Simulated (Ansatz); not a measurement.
Consider MnAs.

The calculation's input:

```
crystal:
  lattice:
    - [3.5812963141, 0.0, 0.0]
    - [-1.7906481571, 3.1014935865, 0.0]
    - [0.0, 0.0, 5.3530987963]
  atoms:
    - { symbol: Mn, position: [0.0, 0.0, 0.0], spin: 2.76 }
    - { symbol: Mn, position: [0.0, 0.0, 0.5], spin: 2.76 }
    - { symbol: As, position: [0.6666666667, 0.3333333333, 0.75] }
    - { symbol: As, position: [0.3333333333, 0.6666666667, 0.25] }
basis:
  ecutwfc: 420
kpoints:
  mp_grid: { grid: [15, 15, 8] }
hamiltonian:
  xc: pbesol
scf:
  occupations: { method: gaussian, width: 0.1 }
output:
  forces: true
  stress: true
  eigenvalues: true
  populations: true
  write_density: true
  write_potential: true
  elf: true
  volumetric_format: npy
magnetization:
  spin_polarized: true
relax:
  adjacent_minimum: "off"
  f_tol: 0.005
  max_steps: 80
  cell: { stress_tol: 0.05 }
```

Launched as:

```sh
ansatz run input.yaml --threads 1 --pin off --max-ram 2560MiB --backend cpu --events-out ev --progress --plain --runs-dir out
```

Below, planes, directions and counts refer to the conventional cell (a = 3.57 Å, b = 3.57 Å, c = 5.34 Å, α = 90.00°, β = 90.00°, γ = 120.00°).

The fields are those of the relaxed geometry.

Space group P6₃/mmc; a structure from a database of computed crystals, not necessarily the ambient phase; spin-polarised.

All numbers below come from DFT PBEsol, scalar-relativistic, plane waves, PAW (Ansatz 0.2.0).

> What can the converged valence pseudo-density, electron localisation function and spin density tell about the bonding?

Mn–As (2.46 Å): ρ at the midpoint is about 0.44 e/Å³; the ELF is about 0.50 at the midpoint.
The spin density sits on Mn: +2.4 μB (×2) in one cell of 4 atoms, with smaller moments on As (up to −0.08 μB): parallel main moments (a ferromagnetic arrangement) in this solution. The cell of the calculation (4 atoms) carries 4.9 μB of net spin moment.

> Does the calculation give a band gap?

It is gapless in this calculation (a metal or semimetal).

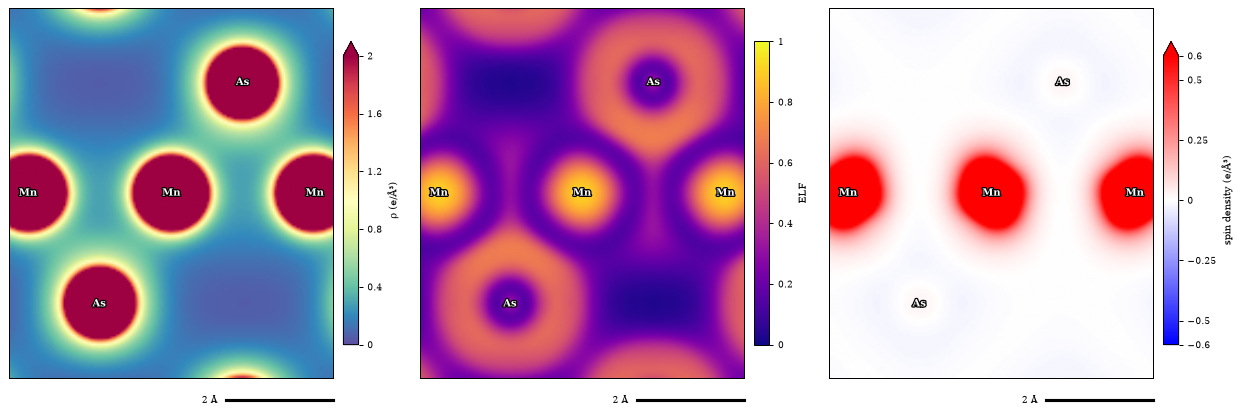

Computed valence pseudo-density, electron localisation function and spin density on the (110) plane of the conventional cell, in this order. 

The density is the valence pseudo-density of a PAW calculation; it isn't the true density close to the nuclei.
